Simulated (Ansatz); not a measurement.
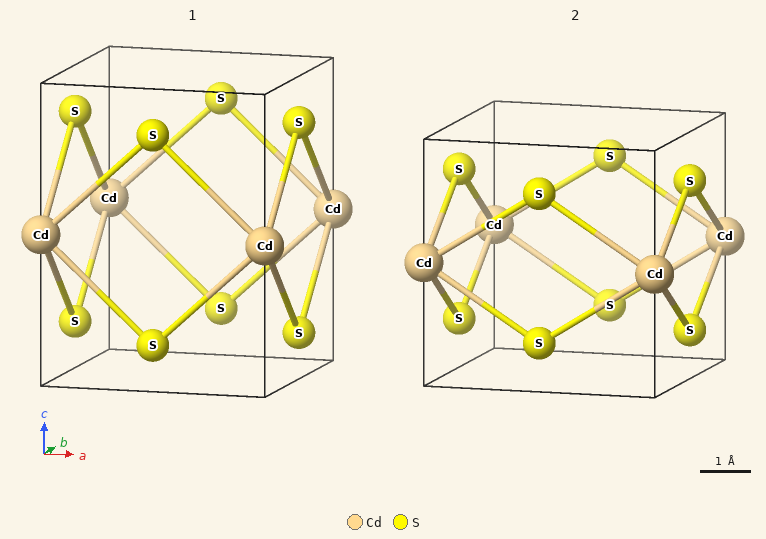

Two geometries of crystalline CdS₄ (a generated structure, set up in P4/mmm) (coarse preliminary run), drawn at one scale. One is the start of a relaxation, the other its converged end. Style: ball-and-stick. Shown: the cell of the calculation, slightly off an axis.

Method: DFT PBE, scalar-relativistic, plane waves, PAW (Ansatz). (plane-wave cutoff 420 eV; k-point mesh 4 × 4 × 4; occupations gaussian; smearing width 0.1 eV; no spin polarisation; cell and atoms relaxed; force threshold 0.04 eV/Å; at most 70 steps)

### Which geometry has the lower energy?

Structure 2 is the relaxed one. Over 6 accepted moves (9 points after the start) the energy falls by 174 meV per atom. Largest force component: 1.6 eV/Å at the start, 0.00049 eV/Å at the end. The pressure goes from 0.88 to −0.01 GPa. The line search rejected the trial steps at points 5, 6 of the run. At 1 point the geometry stayed and the basis and grid were re-selected for the new cell (energy shift of 0.2 meV per atom at most each time). The largest moves relative to the cell, 0.22 Å, are those of S atoms. Cd stays in place. Cell: a = b 4.688 → 4.832 Å (+3.1 %), c 6.150 → 5.014 Å (−18.5 %). Volume −13.4 %. Among the contacts that change: Cd–S 3.170 → 2.853 Å, S–S 1.882 → 1.978 Å. The space group stays P4/mmm (No. 123). The run took 39 s on 1 thread of Intel(R) Xeon(R) Platinum 8259CL CPU @ 2.50GHz (Skylake/Cascade Lake), with other jobs on the host, peak memory 0.46 GiB.
